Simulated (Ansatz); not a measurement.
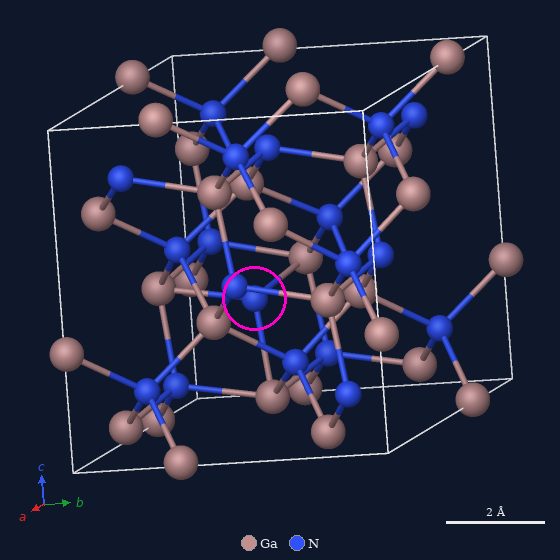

Ball-and-stick representation of a periodic structure, projected slightly off an axis. The box is the supercell; atoms on or close to its faces, edges and corners are drawn wherever they repeat. The host is GaN, in a cell of 36 sites, and the cell is neutral. A ring marks the defect's site.

**How does this supercell depart from the perfect host?**

An interstitial nitrogen atom. It is bonded to three Ga in a trigonal pyramidal arrangement at about 2.1 Å.

The numbers come from Ansatz, DFT PBE, scalar-relativistic, plane waves, PAW, using a basis cut at 420 eV, a 2×2×2 grid in reciprocal space, Gaussian smearing of 0.02 eV, collinear spins.

**Is there a net moment in the defective cell?**

Yes, 3.0 μB in the cell.

The atoms were relaxed in the host's cell with DFT PBE, scalar-relativistic, plane waves, PAW (Ansatz).
